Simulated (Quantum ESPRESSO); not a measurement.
# Band-structure run of Fe (part 1 of 2)

The run: band-structure run of Fe (2 atoms in the cell). Method and program: Kohn-Sham DFT of a periodic cell, PBEsol, PseudoDojo 0.4.1 SR PBEsol standard, spin-polarised (Quantum ESPRESSO 7.5).

The structure derives from a Materials Project entry.

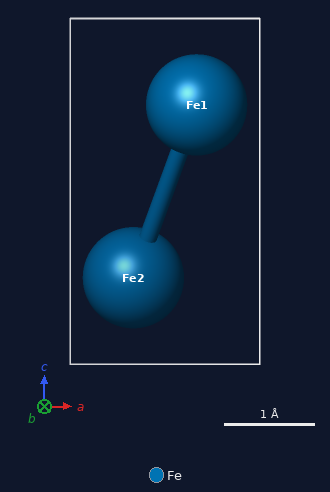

*The structure (ball-and-stick view of the cell of the calculation, along the b axis; atoms are numbered from 1 in the order of the input).*

Input file:
```
&CONTROL
  calculation = 'scf'
  prefix = 'pwscf'
  outdir = './tmp'
  pseudo_dir = './pseudo'
  tprnfor = .true.
  tstress = .true.
  disk_io = 'low'
/
&SYSTEM
  ibrav = 0
  nat = 2
  ntyp = 1
  ecutwfc = 90
  nbnd = 27
  occupations = 'smearing'
  smearing = 'fd'
  degauss = 0.00367493
  nspin = 2
  starting_magnetization(1) = 0.1875
/
&ELECTRONS
  conv_thr = 4d-10
  electron_maxstep = 120
  mixing_beta = 0.3
/
ATOMIC_SPECIES
Fe    55.8450 Fe.upf
CELL_PARAMETERS angstrom
   2.4341575853    0.0000000000    0.0000000000
  -1.2170787927    2.1080423057    0.0000000000
   0.0000000000    0.0000000000    3.8419344700
ATOMIC_POSITIONS crystal
Fe     0.6666666667    0.3333333333    0.7500000000
Fe     0.3333333333    0.6666666667    0.2500000000
K_POINTS automatic
12 12 7 0 0 0
```

File bands.in:
```
&CONTROL
  calculation = 'bands'
  prefix = 'pwscf'
  outdir = './tmp'
  pseudo_dir = './pseudo'
  disk_io = 'low'
  verbosity = 'high'
/
&SYSTEM
  ibrav = 0
  nat = 2
  ntyp = 1
  ecutwfc = 90
  nbnd = 27
  occupations = 'smearing'
  smearing = 'fd'
  degauss = 0.00367493
  nspin = 2
  starting_magnetization(1) = 0.1875
/
&ELECTRONS
  conv_thr = 1d-08
  electron_maxstep = 120
  mixing_beta = 0.3
  diago_full_acc = .true.
/
ATOMIC_SPECIES
Fe    55.8450 Fe.upf
CELL_PARAMETERS angstrom
   2.4341575853    0.0000000000    0.0000000000
  -1.2170787927    2.1080423057    0.0000000000
   0.0000000000    0.0000000000    3.8419344700
ATOMIC_POSITIONS crystal
Fe     0.6666666667    0.3333333333    0.7500000000
Fe     0.3333333333    0.6666666667    0.2500000000
K_POINTS crystal
60
 0.0000000000  0.0000000000  0.0000000000 1
 0.0714285714  0.0000000000  0.0000000000 1
 0.1428571429  0.0000000000  0.0000000000 1
 0.2142857143  0.0000000000  0.0000000000 1
 0.2857142857  0.0000000000  0.0000000000 1
 0.3571428571  0.0000000000  0.0000000000 1
 0.4285714286  0.0000000000  0.0000000000 1
 0.5000000000  0.0000000000  0.0000000000 1
 0.4583333333  0.0833333333  0.0000000000 1
 0.4166666667  0.1666666667  0.0000000000 1
 0.3750000000  0.2500000000  0.0000000000 1
 0.3333333333  0.3333333333  0.0000000000 1
 0.2962962963  0.2962962963  0.0000000000 1
 0.2592592593  0.2592592593  0.0000000000 1
 0.2222222222  0.2222222222  0.0000000000 1
 0.1851851852  0.1851851852  0.0000000000 1
 0.1481481481  0.1481481481  0.0000000000 1
 0.1111111111  0.1111111111  0.0000000000 1
 0.0740740741  0.0740740741  0.0000000000 1
 0.0370370370  0.0370370370  0.0000000000 1
 0.0000000000  0.0000000000  0.0000000000 1
 0.0000000000  0.0000000000  0.1250000000 1
 0.0000000000  0.0000000000  0.2500000000 1
 0.0000000000  0.0000000000  0.3750000000 1
 0.0000000000  0.0000000000  0.5000000000 1
 0.0625000000  0.0000000000  0.5000000000 1
 0.1250000000  0.0000000000  0.5000000000 1
 0.1875000000  0.0000000000  0.5000000000 1
 0.2500000000  0.0000000000  0.5000000000 1
 0.3125000000  0.0000000000  0.5000000000 1
 0.3750000000  0.0000000000  0.5000000000 1
 0.4375000000  0.0000000000  0.5000000000 1
 0.5000000000  0.0000000000  0.5000000000 1
 0.4666666667  0.0666666667  0.5000000000 1
 0.4333333333  0.1333333333  0.5000000000 1
 0.4000000000  0.2000000000  0.5000000000 1
 0.3666666667  0.2666666667  0.5000000000 1
 0.3333333333  0.3333333333  0.5000000000 1
 0.3030303030  0.3030303030  0.5000000000 1
 0.2727272727  0.2727272727  0.5000000000 1
 0.2424242424  0.2424242424  0.5000000000 1
 0.2121212121  0.2121212121  0.5000000000 1
 0.1818181818  0.1818181818  0.5000000000 1
 0.1515151515  0.1515151515  0.5000000000 1
 0.1212121212  0.1212121212  0.5000000000 1
 0.0909090909  0.0909090909  0.5000000000 1
 0.0606060606  0.0606060606  0.5000000000 1
 0.0303030303  0.0303030303  0.5000000000 1
 0.0000000000  0.0000000000  0.5000000000 1
 0.5000000000  0.0000000000  0.5000000000 1
 0.5000000000  0.0000000000  0.3750000000 1
 0.5000000000  0.0000000000  0.2500000000 1
 0.5000000000  0.0000000000  0.1250000000 1
 0.5000000000  0.0000000000  0.0000000000 1
 0.3333333333  0.3333333333  0.0000000000 1
 0.3333333333  0.3333333333  0.1000000000 1
 0.3333333333  0.3333333333  0.2000000000 1
 0.3333333333  0.3333333333  0.3000000000 1
 0.3333333333  0.3333333333  0.4000000000 1
 0.3333333333  0.3333333333  0.5000000000 1
```

Hardware: 1 thread of Intel Xeon @ 2.70GHz, 189 GiB of memory available, shared host.

Command:
```bash
OMP_NUM_THREADS=1 pw.x -in pw.in > pw.out
OMP_NUM_THREADS=1 pw.x -in bands.in > bands.out
```

What the program printed:
```
This program is part of the open-source Quantum ESPRESSO suite
     for quantum simulation of materials; please cite
         "P. Giannozzi et al., J. Phys.:Condens. Matter 21 395502 (2009);
         "P. Giannozzi et al., J. Phys.:Condens. Matter 29 465901 (2017);
         "P. Giannozzi et al., J. Chem. Phys. 152 154105 (2020);
          URL
     in publications or presentations arising from this work. More details at

     Message from routine setup:
     using ibrav=0 with symmetry is DISCOURAGED, use correct ibrav instead

     G-vector sticks info
     --------------------
     sticks:   dense  smooth     PW     G-vecs:    dense   smooth      PW
     Sum         517     517    163                15319    15319    2599

     Using Slab Decomposition

     bravais-lattice index     =            0
     lattice parameter (alat)  =       4.5999  a.u.
     unit-cell volume          =     133.0377 (a.u.)^3
     number of atoms/cell      =            2
     number of atomic types    =            1
     number of electrons       =        32.00
     number of Kohn-Sham states=           27
     kinetic-energy cutoff     =      90.0000  Ry
     charge density cutoff     =     360.0000  Ry
     scf convergence threshold =      4.0E-10
     mixing beta               =       0.3000
     number of iterations used =            8  plain     mixing
     Exchange-correlation= PBESOL
                           (   1   4  10   8   0   0   0)

     celldm(1)=   4.599891  celldm(2)=   0.000000  celldm(3)=   0.000000
     celldm(4)=   0.000000  celldm(5)=   0.000000  celldm(6)=   0.000000

     crystal axes: (cart. coord. in units of alat)
               a(1) = (   1.000000   0.000000   0.000000 )
               a(2) = (  -0.500000   0.866025   0.000000 )
               a(3) = (   0.000000   0.000000   1.578343 )

     reciprocal axes: (cart. coord. in units 2 pi/alat)
               b(1) = (  1.000000  0.577350 -0.000000 )
               b(2) = (  0.000000  1.154701  0.000000 )
               b(3) = (  0.000000 -0.000000  0.633576 )

     PseudoPot. # 1 for Fe read from file:
     Fe.upf
     Pseudo is Norm-conserving + core correction, Zval = 16.0
     Generated using ONCVPSP code by D. R. Hamann
     Using radial grid of 1426 points,  6 beta functions with:
                l(1) =   0
                l(2) =   0
                l(3) =   1
                l(4) =   1
                l(5) =   2
                l(6) =   2

     atomic species   valence    mass     pseudopotential
     Fe               16.00    55.84500     Fe( 1.00)

     Starting magnetic structure
     atomic species   magnetization
     Fe              0.188

     24 Sym. Ops., with inversion, found (12 have fractional translation)

   Cartesian axes

     site n.     atom                  positions (alat units)
         1        Fe     tau(   1) = (   0.5000000   0.2886751   1.1837569  )
         2        Fe     tau(   2) = (  -0.0000000   0.5773503   0.3945856  )

     number of k points=    76  Fermi-Dirac smearing, width (Ry)=  0.0037
                       cart. coord. in units 2pi/alat
        k(    1) = (   0.0000000   0.0000000   0.0000000), wk =   0.0009921
        k(    2) = (   0.0000000   0.0000000   0.0905109), wk =   0.0019841
        k(    3) = (   0.0000000   0.0000000   0.1810217), wk =   0.0019841
        k(    4) = (   0.0000000   0.0000000   0.2715326), wk =   0.0019841
        k(    5) = (   0.0000000   0.0962250   0.0000000), wk =   0.0059524
        k(    6) = (   0.0000000   0.0962250   0.0905109), wk =   0.0119048
        k(    7) = (   0.0000000   0.0962250   0.1810217), wk =   0.0119048
        k(    8) = (   0.0000000   0.0962250   0.2715326), wk =   0.0119048
        k(    9) = (   0.0000000   0.1924501   0.0000000), wk =   0.0059524
        k(   10) = (   0.0000000   0.1924501   0.0905109), wk =   0.0119048
        k(   11) = (   0.0000000   0.1924501   0.1810217), wk =   0.0119048
        k(   12) = (   0.0000000   0.1924501   0.2715326), wk =   0.0119048
        k(   13) = (   0.0000000   0.2886751   0.0000000), wk =   0.0059524
        k(   14) = (   0.0000000   0.2886751   0.0905109), wk =   0.0119048
        k(   15) = (   0.0000000   0.2886751   0.1810217), wk =   0.0119048
        k(   16) = (   0.0000000   0.2886751   0.2715326), wk =   0.0119048
        k(   17) = (   0.0000000   0.3849002   0.0000000), wk =   0.0059524
        k(   18) = (   0.0000000   0.3849002   0.0905109), wk =   0.0119048
        k(   19) = (   0.0000000   0.3849002   0.1810217), wk =   0.0119048
        k(   20) = (   0.0000000   0.3849002   0.2715326), wk =   0.0119048
        k(   21) = (   0.0000000   0.4811252   0.0000000), wk =   0.0059524
        k(   22) = (   0.0000000   0.4811252   0.0905109), wk =   0.0119048
        k(   23) = (   0.0000000   0.4811252   0.1810217), wk =   0.0119048
        k(   24) = (   0.0000000   0.4811252   0.2715326), wk =   0.0119048
        k(   25) = (   0.0000000  -0.5773503   0.0000000), wk =   0.0029762
        k(   26) = (   0.0000000  -0.5773503   0.0905109), wk =   0.0059524
        k(   27) = (   0.0000000  -0.5773503   0.1810217), wk =   0.0059524
        k(   28) = (   0.0000000  -0.5773503   0.2715326), wk =   0.0059524
        k(   29) = (   0.0833333   0.1443376   0.0000000), wk =   0.0059524
        k(   30) = (   0.0833333   0.1443376   0.0905109), wk =   0.0119048
        k(   31) = (   0.0833333   0.1443376   0.1810217), wk =   0.0119048
        k(   32) = (   0.0833333   0.1443376   0.2715326), wk =   0.0119048
        k(   33) = (   0.0833333   0.2405626   0.0000000), wk =   0.0119048
        k(   34) = (   0.0833333   0.2405626   0.0905109), wk =   0.0238095
        k(   35) = (   0.0833333   0.2405626   0.1810217), wk =   0.0238095
        k(   36) = (   0.0833333   0.2405626   0.2715326), wk =   0.0238095
        k(   37) = (   0.0833333   0.3367877   0.0000000), wk =   0.0119048
        k(   38) = (   0.0833333   0.3367877   0.0905109), wk =   0.0238095
        k(   39) = (   0.0833333   0.3367877   0.1810217), wk =   0.0238095
        k(   40) = (   0.0833333   0.3367877   0.2715326), wk =   0.0238095
        k(   41) = (   0.0833333   0.4330127   0.0000000), wk =   0.0119048
        k(   42) = (   0.0833333   0.4330127   0.0905109), wk =   0.0238095
        k(   43) = (   0.0833333   0.4330127   0.1810217), wk =   0.0238095
        k(   44) = (   0.0833333   0.4330127   0.2715326), wk =   0.0238095
        k(   45) = (   0.0833333   0.5292377   0.0000000), wk =   0.0119048
        k(   46) = (   0.0833333   0.5292377   0.0905109), wk =   0.0238095
        k(   47) = (   0.0833333   0.5292377   0.1810217), wk =   0.0238095
        k(   48) = (   0.0833333   0.5292377   0.2715326), wk =   0.0238095
        k(   49) = (   0.1666667   0.2886751   0.0000000), wk =   0.0059524
        k(   50) = (   0.1666667   0.2886751   0.0905109), wk =   0.0119048
        k(   51) = (   0.1666667   0.2886751   0.1810217), wk =   0.0119048
        k(   52) = (   0.1666667   0.2886751   0.2715326), wk =   0.0119048
        k(   53) = (   0.1666667   0.3849002   0.0000000), wk =   0.0119048
        k(   54) = (   0.1666667   0.3849002   0.0905109), wk =   0.0238095
        k(   55) = (   0.1666667   0.3849002   0.1810217), wk =   0.0238095
        k(   56) = (   0.1666667   0.3849002   0.2715326), wk =   0.0238095
        k(   57) = (   0.1666667   0.4811252   0.0000000), wk =   0.0119048
        k(   58) = (   0.1666667   0.4811252   0.0905109), wk =   0.0238095
        k(   59) = (   0.1666667   0.4811252   0.1810217), wk =   0.0238095
        k(   60) = (   0.1666667   0.4811252   0.2715326), wk =   0.0238095
        k(   61) = (   0.1666667   0.5773503   0.0000000), wk =   0.0059524
        k(   62) = (   0.1666667   0.5773503   0.0905109), wk =   0.0119048
        k(   63) = (   0.1666667   0.5773503   0.1810217), wk =   0.0119048
        k(   64) = (   0.1666667   0.5773503   0.2715326), wk =   0.0119048
        k(   65) = (   0.2500000   0.4330127   0.0000000), wk =   0.0059524
        k(   66) = (   0.2500000   0.4330127   0.0905109), wk =   0.0119048
        k(   67) = (   0.2500000   0.4330127   0.1810217), wk =   0.0119048
        k(   68) = (   0.2500000   0.4330127   0.2715326), wk =   0.0119048
        k(   69) = (   0.2500000   0.5292377   0.0000000), wk =   0.0119048
        k(   70) = (   0.2500000   0.5292377   0.0905109), wk =   0.0238095
        k(   71) = (   0.2500000   0.5292377   0.1810217), wk =   0.0238095
        k(   72) = (   0.2500000   0.5292377   0.2715326), wk =   0.0238095
        k(   73) = (   0.3333333   0.5773503   0.0000000), wk =   0.0019841
        k(   74) = (   0.3333333   0.5773503   0.0905109), wk =   0.0039683
        k(   75) = (   0.3333333   0.5773503   0.1810217), wk =   0.0039683
        k(   76) = (   0.3333333   0.5773503   0.2715326), wk =   0.0039683

     Dense  grid:    15319 G-vectors     FFT dimensions: (  27,  27,  48)

     Generating pointlists ...
     new r_m :   0.4033 (alat units)  1.8554 (a.u.) for type    1

     Initial potential from superposition of free atoms

     starting charge      31.9993, renormalised to      32.0000
     Starting wfcs are   20 randomized atomic wfcs +    7 random wfcs

     Self-consistent Calculation

     iteration #  1     ecut=    90.00 Ry     beta= 0.30
     Davidson diagonalization with overlap
     ethr =  1.00E-02,  avg # of iterations =  4.0

     Threshold (ethr) on eigenvalues was too large:
     Diagonalizing with lowered threshold

     Davidson diagonalization with overlap
     ethr =  3.40E-04,  avg # of iterations =  1.3

     total energy              =    -500.78990386 Ry
     estimated scf accuracy    <       0.10976011 Ry

     total magnetization       =     4.23 Bohr mag/cell
     absolute magnetization    =     4.24 Bohr mag/cell

     iteration #  2     ecut=    90.00 Ry     beta= 0.30
     Davidson diagonalization with overlap
     ethr =  3.43E-04,  avg # of iterations =  1.1

     total energy              =    -500.80781030 Ry
     estimated scf accuracy    <       0.03328668 Ry

     total magnetization       =     4.18 Bohr mag/cell
     absolute magnetization    =     4.21 Bohr mag/cell

     iteration #  3     ecut=    90.00 Ry     beta= 0.30
     Davidson diagonalization with overlap
     ethr =  1.04E-04,  avg # of iterations =  1.2
```
